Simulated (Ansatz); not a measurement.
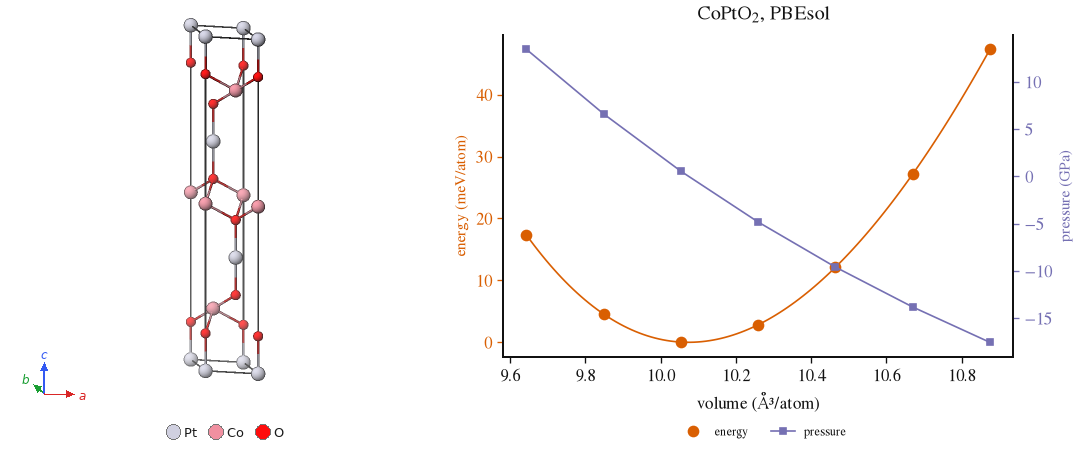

Plotted: energy and pressure against volume for CoPtO₂, space group R-3m (No. 166). The conventional cell is drawn beside the plot.

Cell as given: a = 6.159 Å, b = 6.159 Å, c = 6.159 Å, α = 26.51°, β = 26.51°, γ = 26.51°; 4 atoms.

Computed with Ansatz 0.2.0: all-electron LAPW DFT, collinear spins; energies at scaled volumes of the given cell, shape and fractions fixed, counted from the fit's minimum, third-order Birch-Murnaghan fit. Level: PBEsol, collinear spin.

- k mesh: 11×11×11
- occupations: Fermi–Dirac
- smearing width: 0.05 eV
- potentials: all electron LAPW, scalar relativistic
- program settings: basis error eV/atom 0.001

What equilibrium volume and bulk modulus follow from the curve?

Answer. A third-order Birch–Murnaghan fit gives V0 = 10.07 Å³/atom, B0 = 277 GPa and B′ = 4.9.

What does the pressure do across the range?

Answer. It falls from 13.44 GPa at volume 9.64 Å³/atom to −17.54 GPa at 10.87 Å³/atom, and changes sign near 10.07 Å³/atom.

Limits of the calculation: spin-orbit coupling left out, heavy elements; the program warns: seeded moment not kept; shape and atomic fractions are frozen while scaling, which makes layered, chain and framework solids too stiff.
